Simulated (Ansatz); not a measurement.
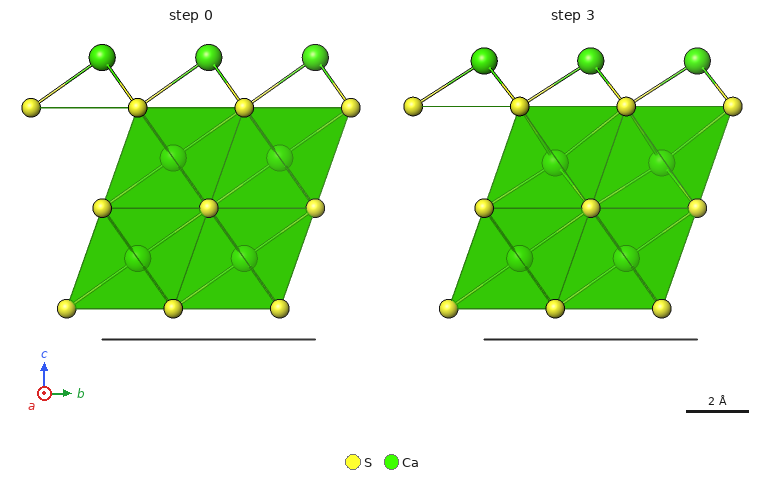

The structure of a slab of composition CaS (cut from the Fm-3m phase) before (left) and after (right) a constrained relaxation, at one scale.

Style: polyhedral. Shown: the 2 × 2 repeat of the cell, outlined in the plane, without the vacuum, along the a axis.

Case: clean slab, lower half held. The slab is the (1 1 1) face of CaS. 3 atoms are held fixed.

The calculation used Ansatz, DFT PBEsol, scalar-relativistic, plane waves, PAW.

Input
```yaml
crystal:
  lattice:
    - [3.9841028591, 0.0, 0.0]
    - [-1.9920514295, 3.4503342873, 0.0]
    - [0.0, 0.0, 25.1325159063]
  atoms:
    - { symbol: S, position: [0.3333333333, 0.6666666667, 0.3382072862] }
    - { symbol: Ca, position: [0.6666666667, 0.3333333333, 0.4029243717] }
    - { symbol: S, position: [0.0, 0.0, 0.4676414572] }
    - { symbol: Ca, position: [0.3333333333, 0.6666666667, 0.5323585428] }
    - { symbol: S, position: [0.6666666667, 0.3333333333, 0.5970756283] }
    - { symbol: Ca, position: [0.0, 0.0, 0.6617927138] }
basis:
  ecutwfc: 420
kpoints:
  mp_grid: { grid: [9, 9, 1] }
hamiltonian:
  xc: pbesol
scf:
  occupations: { method: gaussian, width: 0.05 }
output:
  forces: true
  eigenvalues: true
  write_density: true
  write_potential: true
  elf: true
  volumetric_format: npy
relax:
  adjacent_minimum: "off"
  f_tol: 0.03
  max_steps: 70
  constraints: [{ sites: [0, 1, 2] }]
efield:
  axis: 3
  dipole_correction: true
  ramp_width: 0.04
```

Run as
```bash
ansatz run input.yaml --threads 1 --pin off --max-ram 3072MiB --backend cpu --events-out ev --progress --plain --runs-dir out
```

What changed between the two?

Answer. The energy falls by 0.115 eV per cell of the calculation in 3 geometry steps. Largest force component: 1 eV/Å at the start, 0.0029 eV/Å at the end. Ca4 moves most: 0.16 Å along the normal (−c). Largest moves by element: Ca 0.16 Å, S 0.04 Å. The lattice vectors keep their values. Near-neighbour distances that change, for instance: Ca4–S5 2.817 → 2.937 Å, S3–Ca4 2.817 → 2.728 Å. Bond angles that change, for instance: S3–Ca4–S5 180.0° → 174.1°, Ca4–S5–Ca6 180.0° → 174.2°, Ca4–S5–Ca4 90.0° → 85.4°. Cost: 40 s on 1 thread of Intel(R) Xeon(R) Platinum 8488C (Sapphire Rapids) (shared host), peak memory 0.56 GiB.
